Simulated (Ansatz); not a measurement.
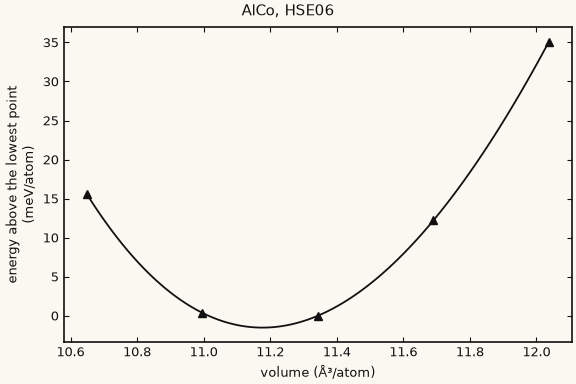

Plotted: energy above the lowest point against volume for AlCo, space group Pm-3m (No. 221) (one of a set of cubic test structures, which need not be the stable phase).

Calculation (Ansatz 0.2.0 development build): equation of state of a cubic crystal from periodic Kohn-Sham density functional theory without spin, third-order Birch-Murnaghan fit to the free energies; pressure corrected for the finite basis. Level: HSE06.

- structure type: CsCl
- atoms in cell: 2
- space group number: 221
- lattice centring: simple cubic
- k mesh: 4×4×4
- occupation method: Fermi–Dirac
- occupation width: 0.1 eV
- wave cutoff: 420 eV
- datasets: soft-1 PAW
- density tolerance: 0 eV
- bands: 14
- density cutoff ratio: 4
- search for lower states: default
- exchange singularity: Wigner-Seitz

Q: Give the fitted equation-of-state parameters.

A: A third-order Birch–Murnaghan fit gives V0 = 11.18 Å³/atom, B0 = 202 GPa and B′ = 4.3.

Note: coarse k-mesh, values are not converged in k; run without spin, though Co often carries a moment.
